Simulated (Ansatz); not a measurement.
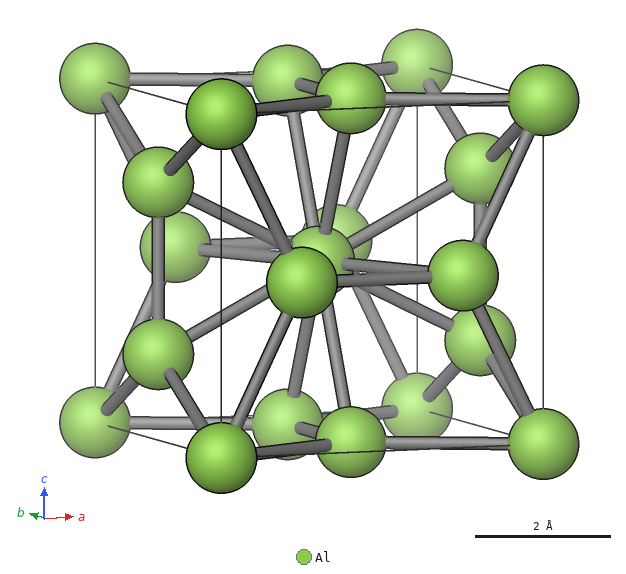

The figure gives a ball-and-stick picture of the atoms, viewed slightly off an axis. The conventional unit cell is outlined; an atom on or near a face, edge or corner is repeated at each equivalent position.

The cell is given by a = 5.134 Å, b = 5.134 Å, c = 5.134 Å, α = 90.00°, β = 90.00°, γ = 90.00°.

### How many atoms are there in one cell?

8 (aluminium), counting shared atoms by their share.

### State the space group and its number.

Pm-3n (No. 223), with Al on 2a and Al on 6c.

### Which prototype does it follow?

Β-tungsten (A15) type.

The initial geometry was a textbook structure type filled with this element (whether it is the usual form wasn't checked). Earlier steps of the study may have refined or changed the cell and positions. Ansatz was used for an electronic-structure calculation on it.
